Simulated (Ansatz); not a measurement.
# Ga2O3: what the fields show

```
Ga O
1.0
     6.94200    0.00000    0.00000
     0.00000    4.73200    0.00000
     0.00000    0.00000    4.85500
Ga O
8 12
Cartesian
  0.8071 3.5664 0.1660
  4.2781 3.5316 4.6890
  6.1349 3.5664 2.2615
  2.6639 3.5316 2.5935
  6.1349 1.1656 4.6890
  2.6639 1.2004 0.1660
  0.8071 1.1656 2.5935
  4.2781 1.2004 2.2615
  5.8782 2.8775 0.5025
  2.4072 4.2205 4.3525
  1.0638 2.8775 1.9250
  4.5348 4.2205 2.9300
  1.0638 1.8545 4.3525
  4.5348 0.5115 0.5025
  5.8782 1.8545 2.9300
  2.4072 0.5115 1.9250
  0.0000 0.2517 1.2138
  3.4710 2.1143 3.6413
  0.0000 4.4803 3.6413
  3.4710 2.6177 1.2138
```

Space group Pbcn; computed pressure about 55 GPa in this cell.

The calculation used DFT, r2SCAN, plane-wave PAW, default files, scalar-relativistic (Ansatz 0.2.0).

The density is the valence pseudo-density of a PAW calculation; it isn't the true density close to the nuclei.

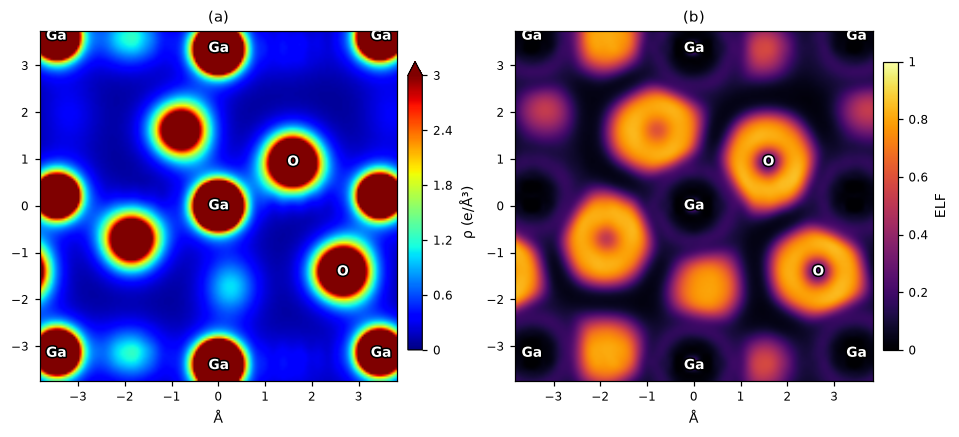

Figure 1. (a) valence electron density; (b) electron localisation function on the (011) plane of the conventional cell.

Interpret the plot.

Answer. The plane passes through Ga and O nuclei. Atoms just off the plane (Ga, 0.3 Å away and O, 0.3 Å away) can leave unmarked features too. Ga–O (1.85 Å): the density is about 0.8 e/Å³ at the midpoint; the ELF peaks at about 0.85 in the valence shell of O, 0.6 Å from its nucleus, and is about 0.35 at the midpoint. Between the atoms the lowest density in this plane is 0.07 e/Å³.

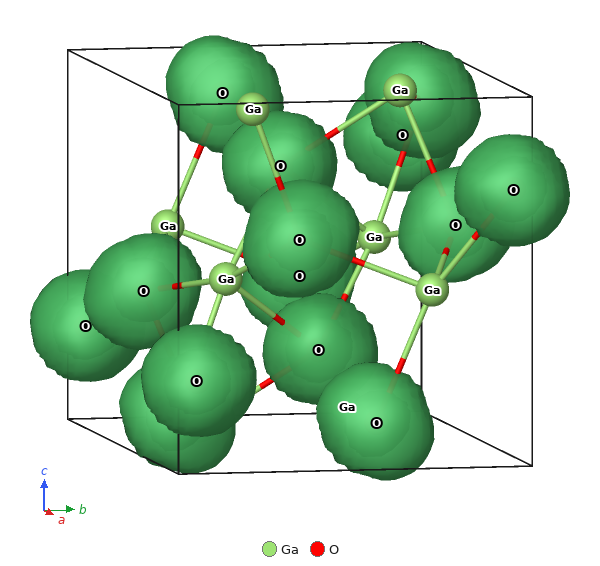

Figure 2. Isosurface of the electron localisation function at 0.75 (green), seen slightly off an axis. Only the valence region is drawn (cores and ρ < 0.01 e/Å³ removed). Sticks mark near contacts.

Where are the electrons localised?

Answer. The surface consists of twelve regions wrapped around O (the valence shell of each), counted in one cell of 20 atoms. Any copies at cell faces, edges or corners count once. Profiles from the grid: Ga–O (1.84 Å): the ELF peaks at about 0.85 in the valence shell of O, 0.6 Å from its nucleus, and is about 0.35 at the midpoint. Ga–O (1.91 Å): the ELF peaks at about 0.85 in the valence shell of O, 0.6 Å from its nucleus, and is about 0.35 at the midpoint.

Metal or insulator at this level of theory?

Answer. It is gapped, with a Kohn–Sham gap of 5.1 eV on the k-point mesh (the band edges may lie off the mesh, which would make the gap smaller).
